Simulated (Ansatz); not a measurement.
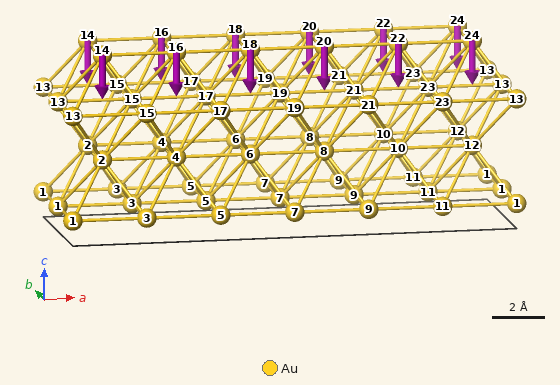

This is a constrained relaxation of a slab of composition Au (cut from the Fm-3m phase). The starting structure is drawn; purple arrows show the displacements, 50 times their true length.

The picture is a ball-and-stick view of the 1 × 2 repeat of the cell, outlined in the plane, without the vacuum, seen slightly off an axis.

Case: flat (0 0 1) slab. 12 atoms are held fixed.

Method: DFT PBE, scalar-relativistic, plane waves, PAW in Ansatz 0.2.0. Set-up: plane-wave cutoff 420 eV; k-point mesh 2 × 12 × 1; occupations gaussian; smearing width 0.1 eV; no spin polarisation; dipole correction; atoms relaxed in a fixed cell; force threshold 0.02 eV/Å; at most 45 steps.

Q: Describe the change and its energy.

A: The largest moves, 0.035 Å, are those of Au14, Au16, Au18, Au20, Au22 and Au24. Au14 goes along the normal (−c). The lattice vectors keep their values. Near-neighbour distances that change, for instance: Au13–Au14 2.940 → 2.918 Å. Over 2 geometry steps the energy falls by 10.9 meV per cell of the calculation. Largest force component: 0.11 eV/Å at the start, 0.0015 eV/Å at the end. The run took 3.2 min on 4 threads of Intel(R) Xeon(R) 6975P-C (Granite Rapids), with other jobs on the host, peak memory 6.3 GiB.
